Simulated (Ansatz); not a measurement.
System: bcc Mo, space group Im-3m (No. 229), 1 atom in the primitive cell. The cell is scaled at fixed shape and fractional positions; at the middle volume, cubic a = 3.168 Å. Level of theory: PBE, Ansatz PAW, no spin polarisation, no spin-orbit coupling, 12×12×12 k mesh, 420 eV cutoff, Fermi-Dirac smearing of 0.05 eV; code Ansatz 0.2.0.

It is a metal. At 15.89 Å³/atom some levels near the Fermi level are P double above at +2.43 eV, Γ triple below at −1.29 eV, P triple below at −2.54 eV and Γ band bottom at −7.13 eV (named by k point, degeneracy and side).

How does each level move against the Fermi level from 14.94 Å³/atom to 16.85 Å³/atom?

Answer. P double above goes from +2.65 to +2.22 eV, Γ triple below goes from −1.40 to −1.20 eV, P triple below goes from −2.67 to −2.42 eV and Γ band bottom goes from −7.32 to −6.94 eV. The Fermi level lies 7.32 eV above the band bottom at the smallest volume and 6.94 eV at the largest, a power law of about V^−0.44.

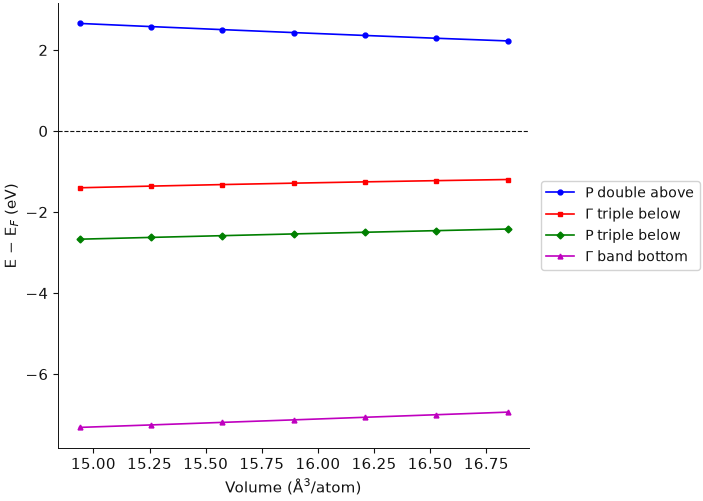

Levels at named k points against volume, from the Fermi level of each run. Each is named by its point, its degeneracy (spin aside) and its side of the Fermi level at the middle volume, where it is the nearest level on that side; the band bottom is the lowest valence level above the core-like shells.

| volume | P double above (eV) | Γ triple below (eV) | P triple below (eV) | Γ band bottom (eV) |
| --- | --- | --- | --- | --- |
| 14.94 Å³/atom | 2.65 | −1.40 | −2.67 | −7.32 |
| 15.26 Å³/atom | 2.58 | −1.36 | −2.63 | −7.25 |
| 15.57 Å³/atom | 2.50 | −1.32 | −2.58 | −7.19 |
| 15.89 Å³/atom | 2.43 | −1.29 | −2.54 | −7.13 |
| 16.21 Å³/atom | 2.36 | −1.25 | −2.50 | −7.07 |
| 16.53 Å³/atom | 2.29 | −1.23 | −2.46 | −7.00 |
| 16.85 Å³/atom | 2.22 | −1.20 | −2.42 | −6.94 |

The Fermi level is that of this mesh and smearing. The pressure runs from 16 to −15 GPa along the series.
